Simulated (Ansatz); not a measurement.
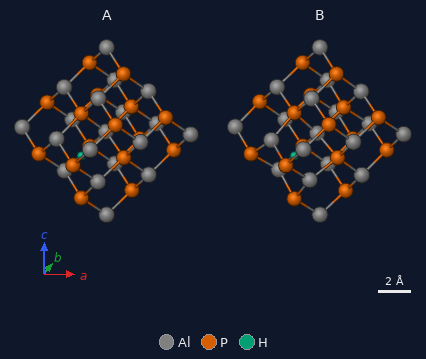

Two geometries of a defect cell of composition Al16P16H (cell charge −1), drawn at one scale. One is the start of a relaxation, the other its converged end. The picture is a ball-and-stick view of the atoms within 5.8 Å of the atom that moves most (axes of the conventional cell (2 times the calculation's cell) (origin shifted)), seen slightly off an axis. Lengths and directions refer to the drawn axes.

Theory: DFT PBE, scalar-relativistic, plane waves, PAW (Ansatz). Settings: plane-wave cutoff 420 eV; k-point mesh 2 × 2 × 2; occupations gaussian; smearing width 0.01 eV; mesh shifted by (0.5, 0.5, 0.5); no spin polarisation; atoms relaxed in a fixed cell; force threshold 0.025 eV/Å; at most 45 steps.

Question: Which one is relaxed?

Answer: Structure B is the relaxed one. Case: H interstitial, charge -1, atoms relaxed at the host's cell. Over 3 geometry steps the energy falls by 0.311 eV per cell of the calculation. The largest force component goes from 0.5 to 0.0024 eV/Å. The largest moves, 0.17 Å, are those of Al atoms. By element the largest moves are Al 0.17 Å, P 0.07 Å. H stays in place. The lattice vectors keep their values. Among the contacts that change: Al–P 2.409 → 2.506 Å, Al–P 2.384 → 2.373 Å. Bond angles that change, for instance: Al–P–Al 106.3° → 96.6°, P–Al–P 107.9° → 103.0°, P–Al–P 111.0° → 115.1°. The run took 26 s on 4 threads of Arm Neoverse V1, with other jobs on the host, peak memory 0.99 GiB.

Limits of the set-up: the cell is charged, on a uniform background, and energies carry no finite-size correction.
